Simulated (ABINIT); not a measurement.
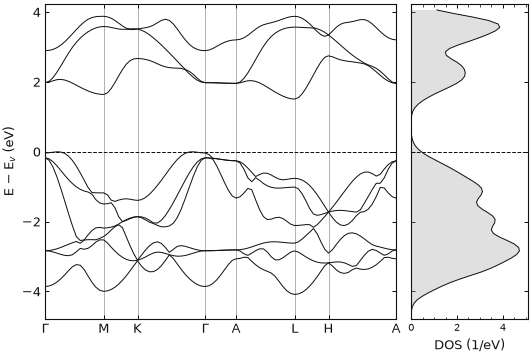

Band structure and density of states. Energies are counted from the top of the valence band. The path runs straight from each named point to the next. The DOS curve is built from the levels of the k mesh with Gaussians 0.55 eV wide, which also blur the band edges; ripples of that width can come from the mesh.

The ABINIT input:

```
# Datasets: ground state, then fixed potential
ndtset 2

# Pseudopotentials
pp_dirpath "./"
pseudos "Zr.LDA_PW-JTH.xml, S.LDA_PW-JTH.xml"

# Structure
acell 3.6913825498 3.6913825498 6.04107701 Angstrom
rprim
     1.0000000000     0.0000000000     0.0000000000
    -0.5000000000     0.8660254038     0.0000000000
     0.0000000000     0.0000000000     1.0000000000
ntypat 2
znucl 40 16
natom 3
typat 1 2 2
xred
     0.0000000000     0.0000000000     0.0000000000
     0.3333333333     0.6666666667     0.2379099700
     0.6666666667     0.3333333333     0.7620900300

# Plane-wave basis
ecut 24.0
pawecutdg 46.0

# Exchange and correlation
ixc -208012
usekden 1
pawxcdev 0

# Bands and occupations
occopt 3
tsmear 0.00183747

# SCF cycle
nstep 100
diemix 0.3
optforces 0
optstress 0

# Output
iomode 3
prtwf 0
prteig 0
prtebands 0
prtden1 1
prtkden1 1

# Dataset 1
kptopt1 1
ngkpt1 7 7 4
nshiftk1 1
shiftk1 0.0 0.0 0.0
nband1 16
tolvrs1 1.0e-7

# Dataset 2: bands along G-M-K-G-A-L-H-A
iscf2 -2
getden2 1
getkden2 1
nband2 22
nbdbuf2 4
tolwfr2 1.0e-11
kptopt2 -7
ndivsm2 8
prteig2 1
prtvol2 -3
kptbounds2
     0.0000000000     0.0000000000     0.0000000000
     0.5000000000     0.0000000000     0.0000000000
     0.3333333333     0.3333333333     0.0000000000
     0.0000000000     0.0000000000     0.0000000000
     0.0000000000     0.0000000000     0.5000000000
     0.5000000000     0.0000000000     0.5000000000
     0.3333333333     0.3333333333     0.5000000000
     0.0000000000     0.0000000000     0.5000000000
```

System: CdI2-type ZrS$_{2}$, space group P-3m1, 3 atoms in the cell.

Method: TB-mBJ, JTH PAW LDA v2.0, no spin polarisation, no spin-orbit coupling, 7×7×4 k mesh, 653 eV cutoff, Fermi-Dirac smearing of 0.05 eV (ABINIT 10.8.3 (patched build)).

Q: Read off the fundamental gap and say whether it is direct.

A: The material is gapped. The gap along this path is 1.51 eV and indirect, from the valence-band top between K and Γ to the conduction-band bottom at L; the smallest direct gap is 2.01 eV, at Γ. At Γ the top valence band lies only 0.04 eV lower.

Q: Where is the tallest peak of the filled states in the window?

A: Within the window shown, the tallest peak of the filled states lies 2.8 eV under the valence-band top, at about 4.7 states per eV and cell.

Q: What are the direct gaps at K, A and H?

A: The direct gaps are 4.06 eV at K, 2.22 eV at A and 4.47 eV at H.

The constant c of TB-mBJ comes from the pseudo density here, which moves gaps by up to 0.3 eV between sets of potentials. The PAW data sets were made with another functional. The cell is a database's computed one.
